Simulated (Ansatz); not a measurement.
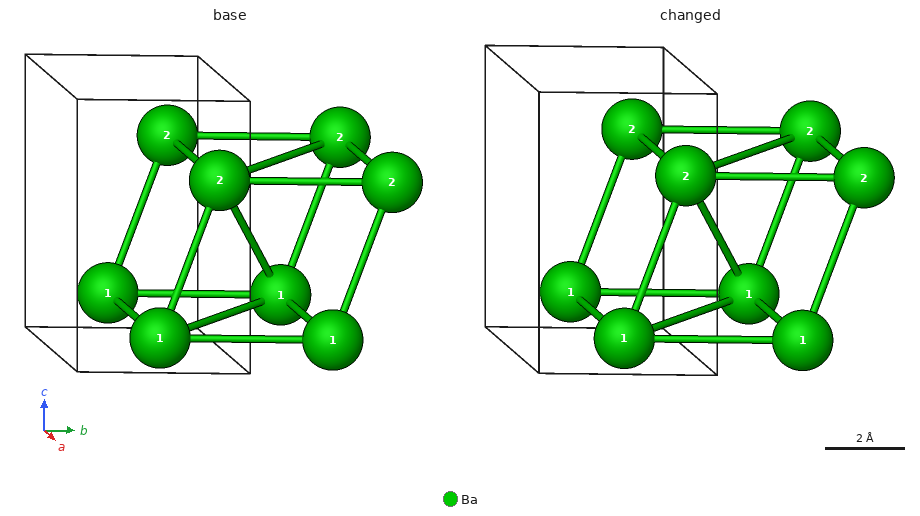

Left: a symmetric starting cell of Ba. Right: the same structure after one change, at the same scale. A ball-and-stick model of the cell of the calculation, repeated 2 × 2 × 1 with one cell outlined, seen slightly off an axis.

The calculation used DFT r2SCAN, scalar-relativistic, plane waves, PAW (Ansatz). (plane-wave cutoff 500 eV; k-point mesh 10 × 10 × 6; occupations gaussian; smearing width 0.1 eV; no spin polarisation)

### Which change leads from the left to the right?

All lengths are scaled by +3.2 % (volume +10.0 %), the atoms keeping their fractional coordinates. No relaxation follows. The starting cell wasn't computed here and needn't be at equilibrium, so pressure and forces aren't due to the change alone.

### What does the change do?

The pressure is −0.7 GPa (not all of it need come from the change, since the unchanged cell can be under pressure at this level too). The largest forces, 0.019 eV/Å, act on Ba1 and Ba2. Near-neighbour distances before and after: Ba–Ba 5.034 → 5.196 Å, Ba–Ba 4.407 → 4.549 Å, Ba–Ba 4.386 → 4.527 Å, Ba–Ba 4.370 → 4.511 Å. The space group stays Cmcm (No. 63).
